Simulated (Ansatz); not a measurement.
SiNi

Input file:

```
crystal:
  lattice:
    - [5.1731, 0.0, 0.0]
    - [0.0, 3.3381, 0.0]
    - [0.0, 0.0, 5.6049]
  atoms:
    - { symbol: Si, position: [0.32128, 0.75, 0.0825] }
    - { symbol: Si, position: [0.17872, 0.25, 0.5825] }
    - { symbol: Si, position: [0.82128, 0.75, 0.4175] }
    - { symbol: Si, position: [0.67872, 0.25, 0.9175] }
    - { symbol: Ni, position: [0.00779, 0.25, 0.18752] }
    - { symbol: Ni, position: [0.49221, 0.75, 0.68752] }
    - { symbol: Ni, position: [0.50779, 0.25, 0.31248] }
    - { symbol: Ni, position: [0.99221, 0.75, 0.81248] }
scf:
  occupations: { method: gaussian, width: 0.1 }
output:
  forces: true
  stress: true
  eigenvalues: true
  write_density: true
  write_potential: true
  elf: true
  volumetric_format: npy
hamiltonian:
  xc: lda
kpoints:
  mp_grid: { grid: [8, 12, 8] }
basis:
  ecutwfc: 520
relax:
  f_tol: 0.002
  max_steps: 80
  cell: { stress_tol: 0.03 }
```

Command:

```sh
ansatz run input.yaml --threads 8 --pin off --max-ram 16384MiB --backend cpu --events-out ev --progress --plain --runs-dir out
```

Below, planes, directions and counts refer to the conventional cell (a = 5.04 Å, b = 3.34 Å, c = 5.47 Å, α = 90.00°, β = 90.00°, γ = 90.00°).

The fields are those of the run's last geometry, not of the input's.

Space group Pnma; computed without spin polarisation.

These are results of Ansatz, DFT LDA, scalar-relativistic, plane waves, PAW, not measurements.

Question: What will maps of the valence pseudo-density and electron localisation function show?

Answer: Si–Ni (2.24 Å): ρ is about 0.53 e/Å³ halfway; the ELF peaks at about 0.70 in the valence shell of Si, 0.8 Å from its nucleus, and is about 0.50 at the midpoint.
Si–Ni (2.35 Å): the density is about 0.46 e/Å³ at the midpoint; the ELF peaks at about 0.70 in the valence shell of Si, 0.9 Å from its nucleus, and is about 0.50 at the midpoint.

Question: Does the calculation give a band gap?

Answer: It is gapless in this calculation (a metal or semimetal).

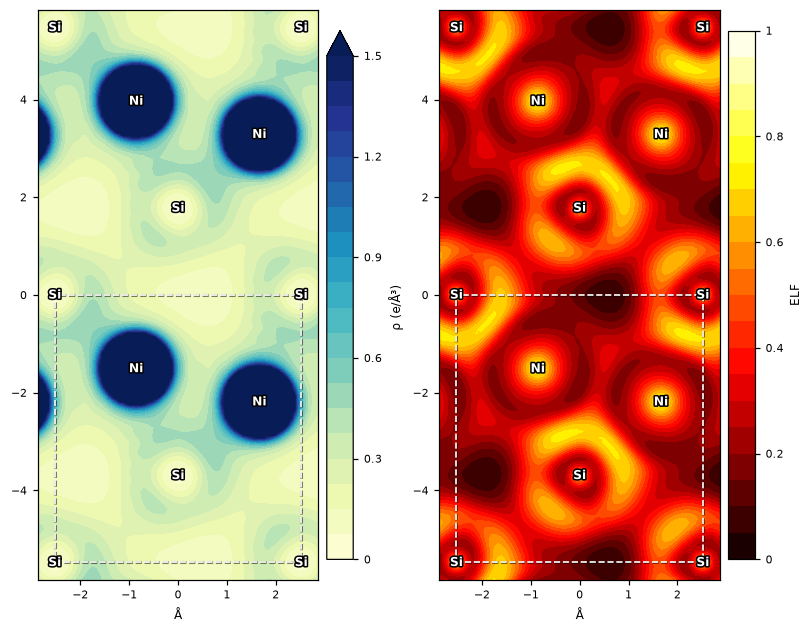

Computed valence pseudo-density and electron localisation function on the (010) plane of the conventional cell, in this order. 

In a PAW calculation such maps are meaningful between the atoms, not at the nuclei.
